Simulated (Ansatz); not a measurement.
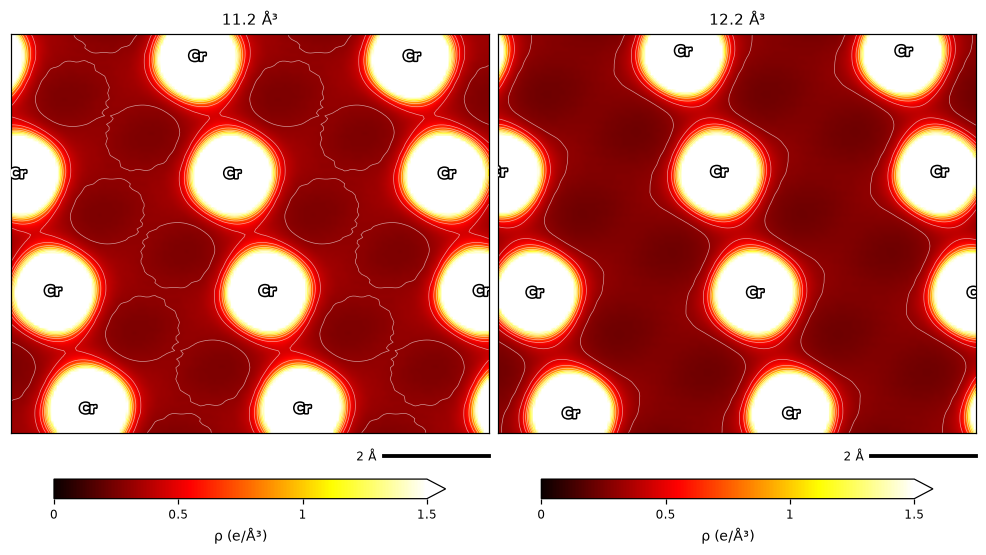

Cr. The valence charge density (pseudo) of cells scaled evenly to different volumes (given per atom above each panel), on the (11̄0) plane of each (indices in the axes of the cell below), at one length scale and on one colour scale.

A generated structure, not necessarily the stable one; the program warned that a starting moment wasn't kept; spin-polarised, but the moments vanished.

Method: DFT, BLYP, plane waves (420 eV) with PAW, scalar-relativistic (Ansatz 0.2.0).

Core electrons are frozen (PAW), and the valence fields are smoothed inside the atomic spheres.

The largest cell:

```cif
data_structure
_symmetry_space_group_name_H-M 'P 1'
_symmetry_Int_Tables_number 1
_cell_length_a 2.7711
_cell_length_b 2.7711
_cell_length_c 4.2182
_cell_angle_alpha 97.146
_cell_angle_beta 97.146
_cell_angle_gamma 128.419
_cell_volume 24.32
loop_
_atom_site_label
_atom_site_type_symbol
_atom_site_fract_x
_atom_site_fract_y
_atom_site_fract_z
_atom_site_occupancy
Cr1 Cr 0.00000 0.00000 0.00000 1
Cr2 Cr 0.75000 0.25000 0.50000 1
```

| volume (Å³/atom) | Cr–Cr contact in the plane (Å) | ρ at its midpoint (e/Å³) | 
| --- | --- | --- |
| 11.19 | 2.345 | 0.456 | 
| 11.67 | 2.379 | ? | 
| 12.16 | 2.411 | 0.405 | 

Question: Estimate the missing row, and compare with the calculation.

Answer: Over the known rows ln ρ falls by 1.80 per Å of Cr–Cr distance (the line through the two), which gives 0.429 e/Å³ at 2.379 Å; the calculation gives 0.430 e/Å³.
